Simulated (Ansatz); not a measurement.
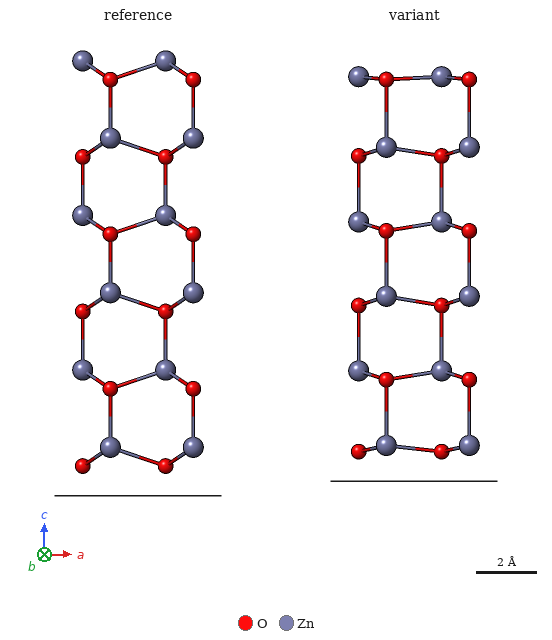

Left: a (0 0 1) slab of ZnO as cut from the relaxed bulk. Right: the same structure after one change, at the same scale. Style: ball-and-stick. Shown: the 2 × 2 repeat of the cell, outlined in the plane, without the vacuum, along the b axis.

Level of theory: DFT PBEsol, scalar-relativistic, plane waves, PAW in Ansatz. (plane-wave cutoff 420 eV; occupations gaussian; no spin polarisation) The k-mesh is chosen for each cell (9×9×6, 9×9×1). Smearing widths differ between the runs.

The atoms of the slab are relaxed at the bulk's in-plane cell.

**What does the change do?**

The surface energy (mean of the two faces) falls from 2.04 to 1.65 J/m². The top spacing, between the Zn and O planes, goes from 0.63 to 0.09 Å (−85.1 %), the bottom one (O to Zn) from 0.63 to 0.21 Å (−67.0 %). The cell doesn't change. The largest move relative to the layer's centre is that of a Zn atom, 0.53 Å along the normal (−c). Largest moves by element: Zn 0.53 Å, O 0.49 Å. Among the bonded contacts that change: O–Zn 1.970 → 1.867 to 2.287 Å.
